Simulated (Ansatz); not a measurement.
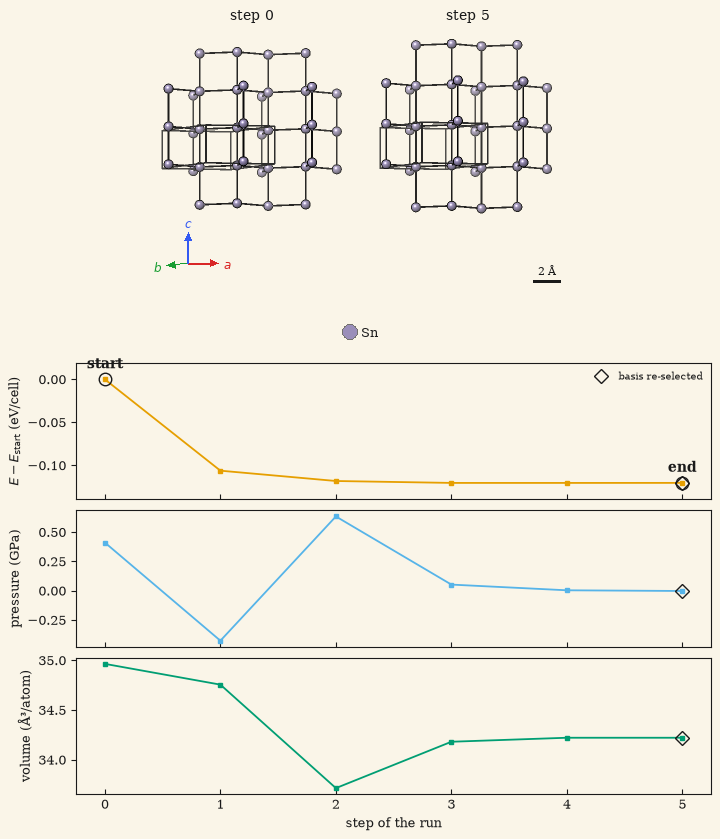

First and last geometry of a relaxation of a crystal of Sn (a generated structure, set up in P6/mmm), with the history of the run. A ball-and-stick model of the cell of the calculation, repeated 2 × 1 × 2 with one cell outlined, seen from a free direction.

Case: C → Sn on all its sites, cell and atoms relaxed.

Computed with DFT PBE+D3(BJ), scalar-relativistic, plane waves, PAW in Ansatz 0.2.0. (plane-wave cutoff 420 eV; k-point mesh 12 × 12 × 14; occupations gaussian; smearing width 0.1 eV; no spin polarisation; cell and atoms relaxed; force threshold 0.01 eV/Å; at most 60 steps)

### Read the history and describe the run.

It converged. The atoms keep their places relative to the cell (all moves are under 0.005 Å). The drawn cell changes as follows: a = b 5.283 → 5.050 Å (−4.4 %), c 2.893 → 3.099 Å (+7.1 %); the volume changes by −2.1 %. Near-neighbour distances that change, for instance: Sn–Sn 2.893 → 3.099 Å, Sn–Sn 3.050 → 2.916 Å. The space group stays P6/mmm (No. 191). Over 4 accepted moves (5 points after the start) the energy falls by 0.120 eV per cell of the calculation. All forces vanish by symmetry, so only the cell relaxes. Pressure: 0.41 GPa at the start and 0.00 GPa at the end. At 1 point the geometry stayed and the basis and grid were re-selected for the new cell (energy shift of less than 0.05 meV per cell of the calculation at most each time). The run took 66 s on 1 thread of Arm Neoverse V2 (shared host), peak memory 0.45 GiB.
